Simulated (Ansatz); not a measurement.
# Does disorder add resistance in series? Al(111) layers with 12.5 % Rh

Two lengths of the disordered region are known. What area resistance does the third give?

Set-up. Ansatz 0.2.0, plane waves with PAW datasets at their recommended cutoffs (420 eV for most), Fermi-Dirac smearing; ballistic transmission by layer matching. The area resistance is RA = A (h/2e²)(1/T − 1/N), with T the zone-mean transmission per spin and N the lead's channels, both averaged over a few energies near the Fermi level; for magnets each spin is taken apart, with h/e², and the two conduct in parallel. Lateral cell 2x2, PBE, a fresh random draw for each length.

The runs, with one result withheld:

| length (Å) | channels N | RA (fΩ m²) |
| --- | --- | --- |
| 9.35 | 5.430 | 0.501 |
| 18.7 | 5.470 | 1.31 |
| 28.0 | 5.530 | ? |

**Estimate by hand.**

Ohm's law makes RA linear in the length: the slope is (1.31 − 0.501)/(18.7 − 9.35) = 0.0869 fΩ m² per Å, or 87 µΩ cm. Then 1.31 + 0.0869 × 9.35. Predicted: 2.13 fΩ m².

Check against the run:

2.00 fΩ m², so the prediction is 6.0 % too high. The three lengths together give 80 µΩ cm. The two increments are 0.81 and 0.69 fΩ m², roughly as Ohm's law has it, though with one draw for each length that is a weak test.

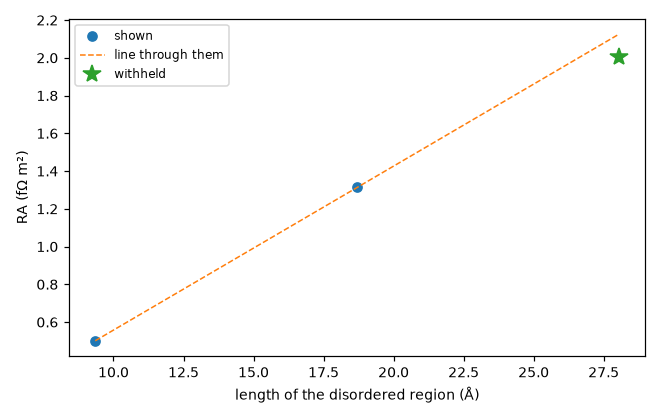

Area resistance against length.

**Limits.** The scatterers repeat sideways with the small cell. The slope is a raw one; a model of isotropic scattering puts it 1.00 times the bulk value over these lengths. Atoms sit unrelaxed on the host's lattice, and the pair may not mix at random in practice.
